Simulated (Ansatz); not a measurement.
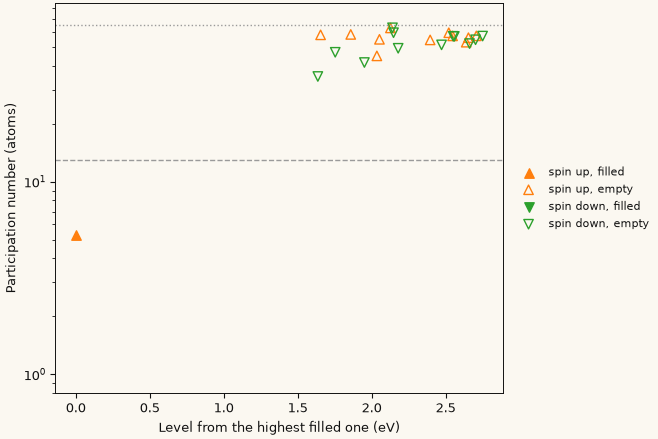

What does the plot show?

Levels near the gap of a 65-atom cell against the number of atoms over which each spreads (dotted: all atoms; dashed: a fifth of them). Host LiCl with Li on a site of Cl and interstitial Cl. System: Cl₃₂Li₃₃ (defect cell), 65 atoms in the cell. Computed with Ansatz: DFT, r2SCAN, PAW, plane waves, one k point, (0.25, 0.25, 0.25), Fermi-Dirac smearing of 0.01 eV.

1 of the 24 levels shown spreads over less than a fifth of the cell: 0.00 eV (spin up, filled, over about 5 atoms, mostly Li). The lowest empty level lies 1.64 eV above the highest filled one. The cell's moment is 1.0 μB.

One k point in a finite cell, so levels carry errors of tenths of an eV.
